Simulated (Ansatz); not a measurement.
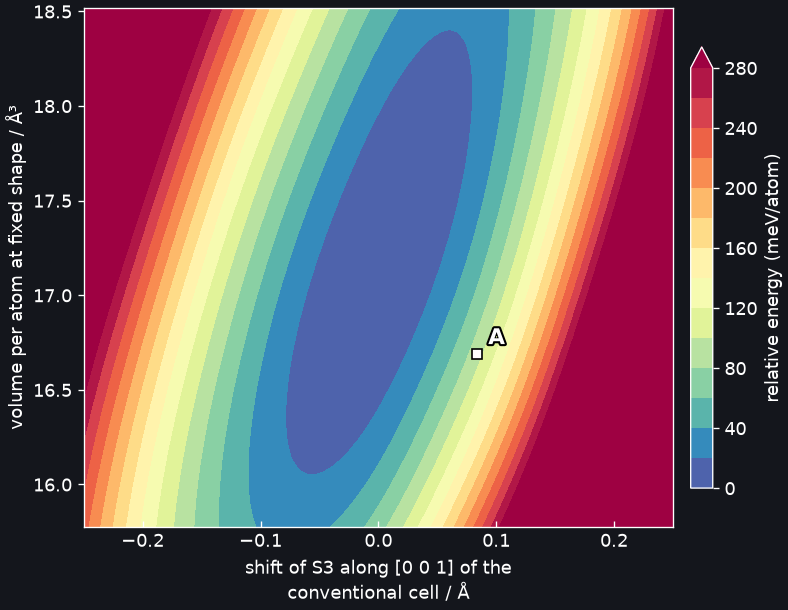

WS₂ (P6_3/mmc, No. 194; 6 atoms in the cell). The energy is mapped over a free internal coordinate and the cell. The first coordinate is: shift of S3 along [0 0 1] of the conventional cell, Cartesian (0 0 1), its symmetry partners moved as symmetry demands (measured in the relaxed cell); the second: volume per atom at fixed shape. Nothing is relaxed (all other coordinates fixed). The scan uses a 7 × 7 grid. Points are written as (first, second). Energies: meV/atom, counted from the lowest grid point. The band gap closes in part of the range. Computed with DFT LDA, scalar-relativistic, plane waves, PAW (Ansatz 0.2.0). Settings: cutoff 420 eV, k-mesh 12×12×4 in the order of the run's cell vectors, gaussian smearing 0.05 eV, no spin polarisation.

Drawn: filled contours, one colour for all values above the top of the scale, the point A. Between grid points the surface is interpolated.

**Which way does the force act at A, and how strong is it?**

A, at (0.083 Å, 16.69 Å³), is not a stationary point. The computed force is 1700 meV/atom for each Å towards smaller values of the first coordinate and 103 meV/atom for each Å³ towards larger values of volume per atom at fixed shape.

PAW datasets: the set soft_1.
